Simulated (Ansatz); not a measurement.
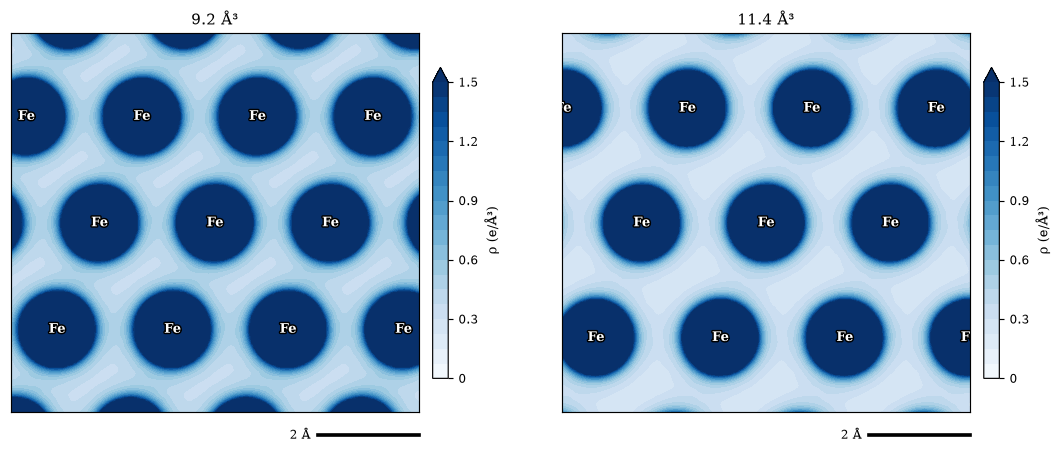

Fe. The valence charge density (pseudo) of cells scaled evenly to different volumes (given per atom above each panel), on the (100) plane of each (indices in the axes of the cell below), at one length scale and on one colour scale.

A structure from a database of computed crystals, not necessarily the ambient phase; spin-polarised.

All numbers below come from Ansatz, DFT PBE, scalar-relativistic, plane waves, PAW.

The density is the valence pseudo-density of a PAW calculation; it isn't the true density close to the nuclei.

The largest cell:

```yaml
crystal:
  lattice:
    - [0.00000, 1.94174, 1.96511]
    - [1.49844, 0.00000, 1.96511]
    - [1.49844, 1.94174, 0.00000]
  atoms:
    - { symbol: Fe, position: [0.00000, 0.00000, 0.00000] }
```

| volume (Å³/atom) | Fe–Fe contact in the plane (Å) | ρ at its midpoint (e/Å³) | pressure (GPa) | largest moment (μB) | 
| --- | --- | --- | --- | --- |
| 9.15 | 2.294 | 0.496 | 69.7 | 1.77 | 
| 10.98 | 2.438 | ? | ? | ? | 
| 11.44 | 2.471 | 0.356 | −0.6 | 2.25 | 

Question: What values belong in the row with question marks?

Answer: Over the known rows ln ρ falls by 1.87 per Å of Fe–Fe distance (the line through the two), which gives 0.379 e/Å³ at 2.438 Å; the calculation gives 0.379 e/Å³. For the pressure, a straight line in volume between the neighbouring rows gives 13.5 GPa; the calculation gives 7.8, lower because pressure rises ever faster on compression. For the largest moment, a straight line in volume between the neighbouring rows gives 2.15 μB; the calculation gives 2.17.
